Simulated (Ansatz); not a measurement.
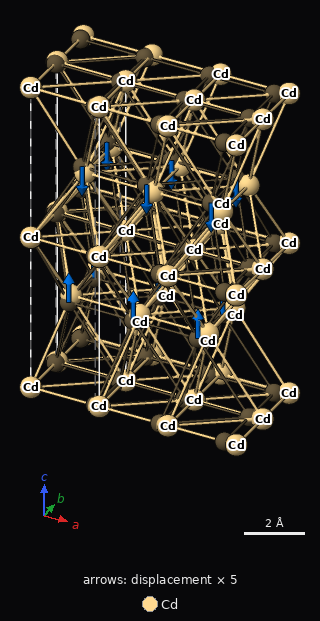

A symmetric starting cell of Cd, drawn pale, and a changed version of it, drawn solid. The blue arrows show how the atoms are displaced (without the part that the change of the cell carries along), magnified 5 times. Besides, the cell is strained by +0.2 % along c and +6.2 % across it (volume +13.0 %). Style: ball-and-stick. Shown: the cell of the calculation, repeated 3 × 2 × 1 with one cell outlined, slightly off an axis.

All numbers below come from DFT PBEsol, scalar-relativistic, plane waves, PAW in Ansatz 0.2.0. Set-up: plane-wave cutoff 420 eV; k-point mesh 15 × 15 × 4; occupations gaussian; smearing width 0.1 eV; no spin polarisation.

### Describe the displacements and the computed response.

Atoms are displaced by 0.21 Å relative to the cell. No relaxation follows. The starting cell wasn't computed here and needn't be at equilibrium, so pressure and forces aren't due to the change alone. Near-neighbour distances before and after: Cd–Cd 3.161 → 3.059 to 3.403 Å, Cd–Cd 3.093 → 3.284 Å. The space group (tolerance 0.01 Å) goes from P6_3/mmc (No. 194) to P-3m1 (No. 164). The pressure is −5.0 GPa (not all of it need come from the change, since the unchanged cell can be under pressure at this level too). The principal stresses (compression positive) are −4.8 GPa along c and −5.1 GPa across it. The largest forces, 0.34 eV/Å, act on 2 Cd atoms of the calculation's cell. The forces point straight back along the displacements (cosine −1.00).
